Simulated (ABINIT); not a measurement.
## Run report: Ge, single-point calculation

Ge (I4/mmm, 1 atom in the cell), computed with Kohn-Sham DFT of a periodic cell, PBEsol, PseudoDojo NC SR PBEsol v0.4.1 standard, no spin polarisation (ABINIT 10.8.3).

The structure was built on a prototype by a generator; it need not be a known phase.

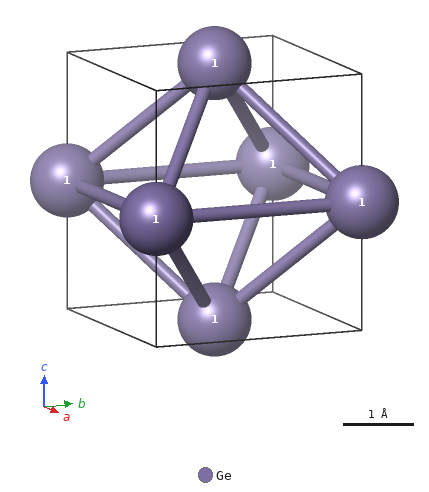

The structure (ball-and-stick view of the cell 2 times as large as that of the calculation, set on its symmetry axes, seen slightly off an axis; atoms are numbered from 1 in the order of the input). An atom can appear more than once, as a periodic image.

**The input**
```
# Pseudopotentials
pp_dirpath "./"
pseudos "Ge.upf"

# Structure
acell 3*1.0
rprim
    -3.0394732934     3.0394732934     3.5397971821
     3.0394732934    -3.0394732934     3.5397971821
     3.0394732934     3.0394732934    -3.5397971821
ntypat 1
znucl 32
natom 1
typat 1
xred
     0.5000000000     0.5000000000     0.0000000000

# Plane-wave basis
ecut 39.0

# k points
kptopt 1
ngkpt 13 13 13
nshiftk 1
shiftk 0.0 0.0 0.0

# Exchange and correlation
ixc -116133

# Bands and occupations
nband 11
occopt 7
tsmear 0.1 eV

# SCF cycle
nstep 100
tolvrs 1.0e-10

# Output
iomode 3
prtwf 0
prtden 0
prteig 0
prtebands 0
```

Launched with:
```bash
abinit run.abi > log 2>&1
```

**Log**
```
.Version 10.8.3 of ABINIT
 Symmetries : space group I4/m m m (#139); Bravais tI (body-center tetrag.)
================================================================================
 Values of the parameters that define the memory need of the present run
     intxc =       0    ionmov =       0      iscf =       7    lmnmax =       6
     lnmax =       6     mgfft =      32  mpssoang =       3    mqgrid =    3001
     natom =       1  nloc_mem =       1    nspden =       1   nspinor =       1
    nsppol =       1      nsym =      16    n1xccc =    2501    ntypat =       1
    occopt =       7   xclevel =       2
       mpw =        1535          nfft =       32768          nkpt =         196
================================================================================
================================================================================

--------------------------------------------------------------------------------
------------- Echo of variables that govern the present computation ------------
--------------------------------------------------------------------------------
 -outvars: echo values of preprocessed input variables --------
            acell      1.0000000000E+00  1.0000000000E+00  1.0000000000E+00 Bohr
              amu      7.26100000E+01
             ecut      3.90000000E+01 Hartree
                       outvar_i_n : Printing only first  50 k-points.
              ixc     -116133
                       outvar_i_n : Printing only first  50 k-points.
         kptrlatt       13    0    0      0   13    0      0    0   13
          kptrlen      7.23890615E+01
            natom           1
            nband          11
            ngfft          32      32      32
             nkpt         196
            nstep         100
             nsym          16
           ntypat           1
                       prtocc : prtvol=0, do not print more k-points.
           occopt           7
           prtden           0
        prtebands           0
           prteig           0
            prtwf           0
            rprim     -3.0394732934E+00  3.0394732934E+00  3.5397971821E+00
                       3.0394732934E+00 -3.0394732934E+00  3.5397971821E+00
                       3.0394732934E+00  3.0394732934E+00 -3.5397971821E+00
          spgroup         139
           tolvrs      1.00000000E-10
           tsmear      3.67493222E-03 Hartree
            typat      1
                       outvars : Printing only first  50 k-points.
           xangst     -2.3182235563E-17  3.3249162131E-17  1.8731799987E+00
            xcart     -4.3808076200E-17  6.2831810344E-17  3.5397971821E+00
             xred      5.0000000000E-01  5.0000000000E-01  3.1294458460E-18
            znucl       32.00000

================================================================================

 chkinp: Checking input parameters for consistency.

================================================================================
== DATASET  1 ==================================================================

--- !DatasetInfo
iteration_state: {dtset: 1, }
dimensions: {natom: 1, nkpt: 196, mband: 11, nsppol: 1, nspinor: 1, nspden: 1, mpw: 1535, }
cutoff_energies: {ecut:  39.0, pawecutdg:  -1.0, }
electrons: {nelect:   1.40000000E+01, charge:   0.00000000E+00, occopt:   7.00000000E+00, tsmear:   3.67493222E-03, }
meta: {optdriver: 0, ionmov: 0, optcell: 0, iscf: 7, paral_kgb: 0, }
...

 Real(R)+Recip(G) space primitive vectors, cartesian coordinates (Bohr,Bohr^-1):
 R(1)= -3.0394733  3.0394733  3.5397972  G(1)=  0.0000000  0.1645022  0.1412510
 R(2)=  3.0394733 -3.0394733  3.5397972  G(2)=  0.1645022  0.0000000  0.1412510
 R(3)=  3.0394733  3.0394733 -3.5397972  G(3)=  0.1645022  0.1645022  0.0000000
 Unit cell volume ucvol=  1.3080822E+02 bohr^3
 Angles (23,13,12)=  1.13835249E+02  1.13835249E+02  1.01056901E+02 degrees

 getcut: wavevector=  0.0000  0.0000  0.0000  ngfft=  32  32  32
         ecut(hartree)=     39.000   => boxcut(ratio)=   2.04589

--- Pseudopotential description ------------------------------------------------
- pspini: atom type   1  psp file is ./Ge.upf
12 -116133 2 -1 1560                          pspcod,pspxc,lmax,lloc,mmax
     nproj     2     2     2

   4.32145189E+02                                ecore*ucvol(ha*bohr**3)
--------------------------------------------------------------------------------

================================================================================

--- !BeginCycle
iteration_state: {dtset: 1, }
solver: {iscf: 7, nstep: 100, nline: 4, wfoptalg: 0, }
tolerances: {tolvrs: 1.00E-10, }
...

     iter   Etot(hartree)      deltaE(h)  residm     vres2
 ETOT  1  -88.926158074766    -8.893E+01 9.863E-01 1.382E+00
 ETOT  2  -89.191465394862    -2.653E-01 2.359E-02 2.016E-01
 ETOT  3  -89.191522147800    -5.675E-05 5.252E-03 2.708E-02
 ETOT  4  -89.191528977182    -6.829E-06 2.022E-03 3.632E-04
 ETOT  5  -89.191529078262    -1.011E-07 1.691E-03 6.032E-06
 ETOT  6  -89.191529080293    -2.031E-09 4.222E-04 8.783E-08
 ETOT  7  -89.191529080322    -2.865E-11 3.600E-04 3.963E-10
 ETOT  8  -89.191529080322    -3.979E-13 9.390E-05 7.364E-12

 At SCF step    8       vres2   =  7.36E-12 < tolvrs=  1.00E-10 =>converged.

 Cartesian components of stress tensor (hartree/bohr^3)
  sigma(1 1)=  1.23037054E-04  sigma(3 2)=  0.00000000E+00
  sigma(2 2)=  1.23037054E-04  sigma(3 1)=  0.00000000E+00
  sigma(3 3)=  1.18077902E-04  sigma(2 1)=  0.00000000E+00

--- !ResultsGS
iteration_state: {dtset: 1, }
comment   : Summary of ground state results
lattice_vectors:
- [ -3.0394733,   3.0394733,   3.5397972, ]
- [  3.0394733,  -3.0394733,   3.5397972, ]
- [  3.0394733,   3.0394733,  -3.5397972, ]
lattice_lengths: [   5.56839,    5.56839,    5.56839, ]
lattice_angles: [113.835, 113.835, 101.057, ] # degrees, (23, 13, 12)
lattice_volume:   1.3080822E+02
convergence: {deltae: -3.979E-13, res2:  7.364E-12, residm:  9.390E-05, diffor: null, }
etotal    :  -8.91915291E+01
entropy   :   0.00000000E+00
fermie    :   1.95991325E-01
cartesian_stress_tensor: # hartree/bohr^3
- [  1.23037054E-04,   0.00000000E+00,   0.00000000E+00, ]
- [  0.00000000E+00,   1.23037054E-04,   0.00000000E+00, ]
- [  0.00000000E+00,   0.00000000E+00,   1.18077902E-04, ]
pressure_GPa:  -3.5712E+00
xred      :
- [  5.0000E-01,   5.0000E-01,   3.1294E-18, Ge]
cartesian_forces: # hartree/bohr
- [  0.00000000E+00,   0.00000000E+00,   0.00000000E+00, ]
force_length_stats: {min:   0.00000000E+00, max:   0.00000000E+00, mean:   0.00000000E+00, }
...

 Integrated electronic density in atomic spheres:
 ------------------------------------------------
 Atom  Sphere_radius  Integrated_density
    1        2.00000         11.43662515
================================================================================

 ----iterations are completed or convergence reached----

 Mean square residual over all n,k,spin=   30.148E-08; max=  93.903E-06
 reduced coordinates (array xred) for    1 atoms
       0.500000000000      0.500000000000      0.000000000000
 rms dE/dt=  1.5777E-30; max dE/dt=  0.0000E+00; dE/dt below (all hartree)
    1      -0.000000000000     -0.000000000000     -0.000000000000

 cartesian coordinates (angstrom) at end:
    1     -0.00000000000000     0.00000000000000     1.87317999871519

 cartesian forces (hartree/bohr) at end:
    1      0.00000000000000     0.00000000000000     0.00000000000000
 frms,max,avg= 0.0000000E+00 0.0000000E+00   0.000E+00  0.000E+00  0.000E+00 h/b

 cartesian forces (eV/Angstrom) at end:
    1      0.00000000000000     0.00000000000000     0.00000000000000
 frms,max,avg= 0.0000000E+00 0.0000000E+00   0.000E+00  0.000E+00  0.000E+00 e/A
 length scales=  1.000000000000  1.000000000000  1.000000000000 bohr
              =  0.529177210544  0.529177210544  0.529177210544 angstroms
 Fermi (or HOMO) energy (hartree) =   0.19599   Average Vxc (hartree)=  -0.42056
 Eigenvalues (hartree) for nkpt= 196  k points:
 kpt#   1, nband= 11, wtk=  0.00046, kpt=  0.0000  0.0000  0.0000 (reduced coord)
  -0.71507   -0.71507   -0.71441   -0.71317   -0.71183   -0.28214    0.50949    0.52028
   0.52028    0.70198    0.70198
      occupation numbers for kpt#   1
   2.00000    2.00000    2.00000    2.00000    2.00000    2.00000    0.00000    0.00000
   0.00000    0.00000    0.00000
 prteigrs : prtvol=0 or 1, do not print more k-points.

--- !EnergyTerms
iteration_state     : {dtset: 1, }
comment             : Components of total free energy in Hartree
kinetic             :  6.69971002762700E+01
hartree             :  2.24892001392645E+01
xc                  : -2.15734324303594E+01
Ewald energy        : -5.57548746055456E+01
psp_core            :  3.30365470222026E+00
local_psp           : -5.74257011829435E+01
non_local_psp       : -4.72273728737344E+01
internal            : -8.91914259748281E+01
'-kT*entropy'       : -1.03105494078931E-04
total_energy        : -8.91915290803222E+01
total_energy_eV     : -2.42702514767429E+03
band_energy         : -7.13629993518135E+00
...

 Cartesian components of stress tensor (hartree/bohr^3)
  sigma(1 1)=  1.23037054E-04  sigma(3 2)=  0.00000000E+00
  sigma(2 2)=  1.23037054E-04  sigma(3 1)=  0.00000000E+00
  sigma(3 3)=  1.18077902E-04  sigma(2 1)=  0.00000000E+00

-Cartesian components of stress tensor (GPa)         [Pressure= -3.5712E+00 GPa]
- sigma(1 1)=  3.61987510E+00  sigma(3 2)=  0.00000000E+00
- sigma(2 2)=  3.61987510E+00  sigma(3 1)=  0.00000000E+00
- sigma(3 3)=  3.47397180E+00  sigma(2 1)=  0.00000000E+00

== END DATASET(S) ==============================================================
================================================================================

 -outvars: echo values of variables after computation  --------
            acell      1.0000000000E+00  1.0000000000E+00  1.0000000000E+00 Bohr
           etotal     -8.9191529080E+01
            fcart      0.0000000000E+00  0.0000000000E+00  0.0000000000E+00
            rprim     -3.0394732934E+00  3.0394732934E+00  3.5397971821E+00
                       3.0394732934E+00 -3.0394732934E+00  3.5397971821E+00
                       3.0394732934E+00  3.0394732934E+00 -3.5397971821E+00
           strten      1.2303705374E-04  1.2303705374E-04  1.1807790157E-04
                       0.0000000000E+00  0.0000000000E+00  0.0000000000E+00
           xangst     -2.3182235563E-17  3.3249162131E-17  1.8731799987E+00
             xred      5.0000000000E-01  5.0000000000E-01  3.1294458460E-18
 Calculation completed.
```

**Summary**

```csv
quantity,value
outcome,converged
space group (tolerance 0.01 Å),I4/mmm (139)
electrons treated,14
free energy,−2427.0251 eV
gap on the k-point mesh,none (metallic)
pressure,−3.57 GPa
largest force (length of the vector),under 0.001 eV/Å
hardware,"1 thread of Arm Neoverse V2, 24 GiB of memory available, shared host"
wall time,55 s
peak memory,0.11 GiB
```
